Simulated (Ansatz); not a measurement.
# Al₃GaAs₄: single-point calculation

- system: Al₃GaAs₄ (Pm, 8 atoms in the cell)
- method: DFT, PBE, plane waves, PAW (Ansatz 0.2.0)

The structure derives from a Materials Project entry. Figures and captions count atoms from 1; the log counts them from 0 in places.

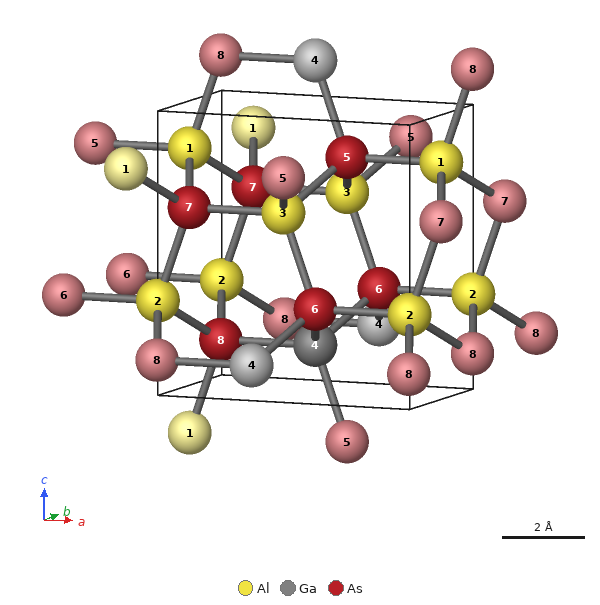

Fig. 1: The structure as given in the input (ball-and-stick view of the cell of the calculation, set on other vectors, seen slightly off an axis; neighbours outside the cell are drawn fainter; atoms are numbered from 1 in the order of the input). Near neighbours in the crystal (not all of them lie inside the picture): Al has 4 As at 2.48 to 2.49 Å; Ga has 4 As at 2.49 to 2.50 Å; As has 3 Al at 2.48 to 2.49 Å and 1 Ga at 2.49 to 2.50 Å; As has 2 Al at 2.48 to 2.49 Å and 2 Ga at 2.49 Å; As has 4 Al at 2.48 to 2.49 Å.

**The input**
```yaml
crystal:
  lattice:
    - [-4.0444006758, 0.0, 0.0]
    - [0.0, -0.0009606711, -6.6517952448]
    - [0.0, -7.0029152452, -0.001011859]
  atoms:
    - { symbol: Al, position: [0.5, 0.9994703305, 0.166991759] }
    - { symbol: Al, position: [0.0, 1.0000358315, 0.6665255852] }
    - { symbol: Al, position: [0.0, 0.4987606024, 0.3328900543] }
    - { symbol: Ga, position: [0.5, 0.4985753566, 0.8335480912] }
    - { symbol: As, position: [0.5, 0.6252303071, 0.1677142029] }
    - { symbol: As, position: [0.0, 0.6256496529, 0.665633955] }
    - { symbol: As, position: [0.0, 0.1249249641, 0.3331651182] }
    - { symbol: As, position: [0.5, 0.1233529548, 0.8335312342] }
basis:
  ecutwfc: "400 K"
kpoints:
  mp_grid: { grid: [10, 6, 6] }
hamiltonian:
  xc: pbe
scf:
  occupations: { method: gaussian, width: 0.01 }
  max_iter: 50
output:
  forces: true
  eigenvalues: true
  stress: true
```

Run on 1 thread of Intel Xeon (Sapphire Rapids), 192 GiB of memory available, shared host.

Launch command:
```bash
ansatz run input.yaml --threads 1 --pin off --max-ram 2560MiB --backend cpu --events-out ev --progress --plain --runs-dir out
```

**Output**
```
Error: inconsistent input (basis.ecutwfc, kpoints): the smallest per-k basis holds n_pw = 0 plane waves (k-point 1, counted from 0 among those solved) but the deck needs at least 42 band(s) per channel, and no run solves more bands than the smallest per-k basis has plane waves; raise basis.ecutwfc until the smallest per-k basis, which caps the automatic band count, holds at least 42 plane waves
```

**What the run reported**

| quantity | value |
| --- | --- |
| outcome | refused by the program |
| space group (tolerance 0.01 Å) | Pm (6) |

This input holds a deliberate fault: a cutoff in the wrong unit (`basis.ecutwfc`). The program refused the input: “inconsistent input (basis.ecutwfc, kpoints): the smallest per-k basis holds n_pw = 0 plane waves (k-point 1, counted from 0 among those solved) but the deck needs at least 42 band(s) per channel, and no run solves more bands than the smallest per-k basis has plane waves …”
